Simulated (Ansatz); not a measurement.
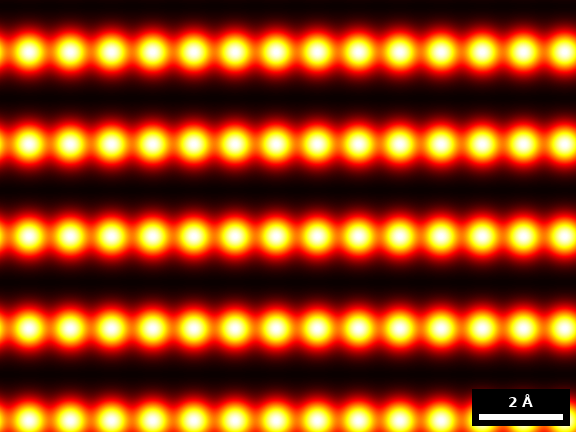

HAADF-like image of Fe (Pm-3m, No. 221). Simulated incoherent Z contrast: every atom adds Z^1.7 spread by a probe of 0.65 Å full width; channelling and multiple scattering are left out. The probe carries 15 % of its weight in a tail 2.5 times as wide. The display is stretched by a gamma of 0.65; percentages refer to the linear signal. Structure used: the input geometry of a calculation; the starting structure was generated, so it need not be a known form of this composition.

```
CELL_PARAMETERS angstrom
2.23918 0.00000 0.00000
0.00000 2.23918 0.00000
0.00000 0.00000 2.23918
ATOMIC_POSITIONS crystal
Fe 0.00000 0.00000 0.00000
```

> Which beam direction gives this image, [210], [111], [110] or [221]? (Directions equivalent by symmetry count as one.)

[210]. The projected cells are 1.00 × 2.24 Å, 90° for [210]; 1.83 × 1.83 Å, 120° for [111]; 1.58 × 2.24 Å, 90° for [110]; 1.06 × 1.67 Å, 108° for [221], and the image repeats as the [210] one does.
